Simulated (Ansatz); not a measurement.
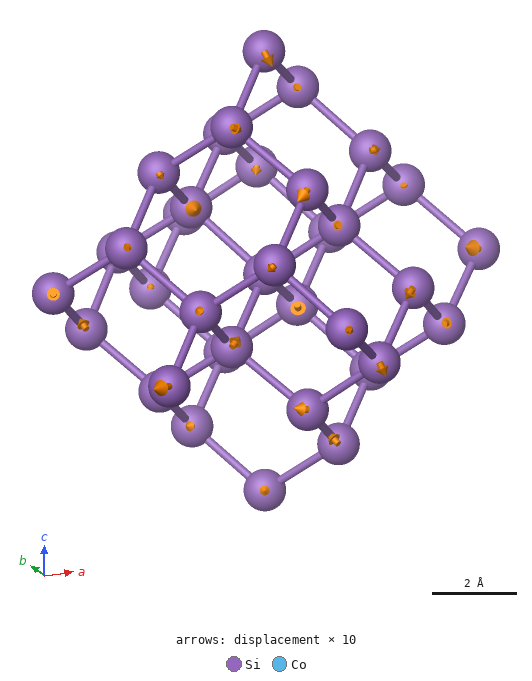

A relaxation of a defect cell of composition Si₂₁₆Co (cell charge +2). The starting structure is drawn; orange arrows show the displacements, 10 times their true length.

The picture is a ball-and-stick view of the atoms within 5.8 Å of the atom that moves most (axes of the cell of the calculation), seen slightly off an axis.

Theory: DFT, PBEsol, PAW, plane waves (Ansatz 0.2.0). Set-up: plane-wave cutoff 420 eV; k-point mesh 1 × 1 × 1; mesh shifted by (0.25, 0.25, 0.25); collinear spin; atoms relaxed in a fixed cell; force threshold 0.03 eV/Å; at most 80 steps.

Atoms of which element are displaced furthest, and by how much?

Silicon: up to 0.072 Å, against 0.030 Å for cobalt.

Describe the change and its energy.

After 3 geometry steps the energy has fallen by 1.539 eV per cell of the calculation. The largest force component goes from 0.98 to 0.013 eV/Å. A Si atom moves most: 0.072 Å along [1 1 2]. Largest moves by element: Si 0.072 Å, Co 0.030 Å. The cell stays as it was. Near-neighbour distances that change, for instance: Si–Si 2.408 → 2.354 Å, Si–Si 2.315 → 2.352 Å, Si–Si 2.385 → 2.352 Å, Si–Si 2.363 → 2.352 Å. Among the angles between lasting bonds that change: Si–Si–Si 112.6° → 109.6°, Si–Si–Si 111.8° → 109.5°, Si–Si–Si 107.2° → 109.4°. The run took 43 s on 1 × NVIDIA GB300 Max-Q with 8 threads of Arm Neoverse-V2, peak memory 3.4 GiB.

Limits of the set-up: the cell is charged, on a uniform background, and energies carry no finite-size correction.
